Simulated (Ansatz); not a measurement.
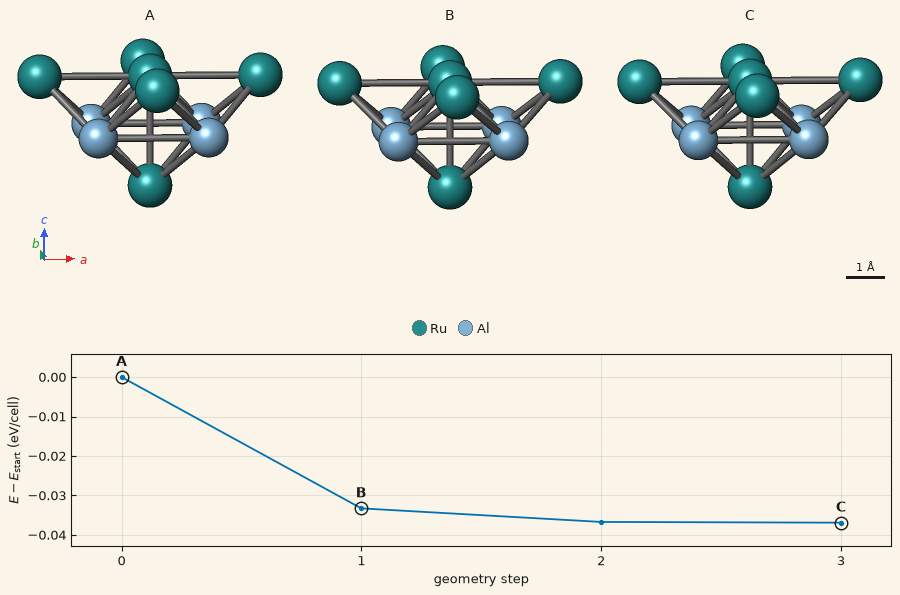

Frames of a constrained relaxation of a slab of composition Al3Ru4 (cut from the Pm-3m phase), marked on the history of the run. The picture is a ball-and-stick view of the atoms within 4.2 Å of the atom that moves most (axes of the 3 × 3 repeat of the cell, outlined in the plane, without the vacuum), seen from a free direction.

Case: clean slab, lower half held. The slab is the (1 0 0) face of AlRu. 3 atoms are held fixed.

The calculation used DFT PBEsol, scalar-relativistic, plane waves, PAW in Ansatz. Settings: plane-wave cutoff 420 eV; k-point mesh 10 × 10 × 1; occupations gaussian; smearing width 0.1 eV; no spin polarisation; dipole correction; atoms relaxed in a fixed cell; force threshold 0.03 eV/Å; at most 70 steps.

### Describe the path.

The largest move is that of a Ru atom, 0.14 Å along the normal (−c). By element the largest moves are Ru 0.14 Å, Al 0.05 Å. The lattice vectors keep their values. Near-neighbour distances that change, for instance: Ru–Ru 2.976 → 2.876 Å, Al–Ru 2.578 → 2.528 Å, Al–Ru 2.578 → 2.571 Å. The energy falls by 36.9 meV per cell of the calculation in 3 geometry steps. Largest force component: 0.67 eV/Å at the start, 0.0063 eV/Å at the end. Cost: 40 s on 2 threads of Intel(R) Xeon(R) Platinum 8375C CPU @ 2.90GHz (Ice Lake), on a shared host, peak memory 0.58 GiB. From step 0 to 1: a Ru atom moves most (0.18 Å), energy −33.3 meV per cell of the calculation. From step 1 to 3: a Ru atom moves most (0.04 Å), energy −3.6 meV per cell of the calculation.

```
step  E − E(0), meV/atom  largest force component, eV/Å
   0                0.00                         0.6669
   1               -4.75                         0.1172
   2               -5.24                         0.0573
   3               -5.27                         0.0063
```
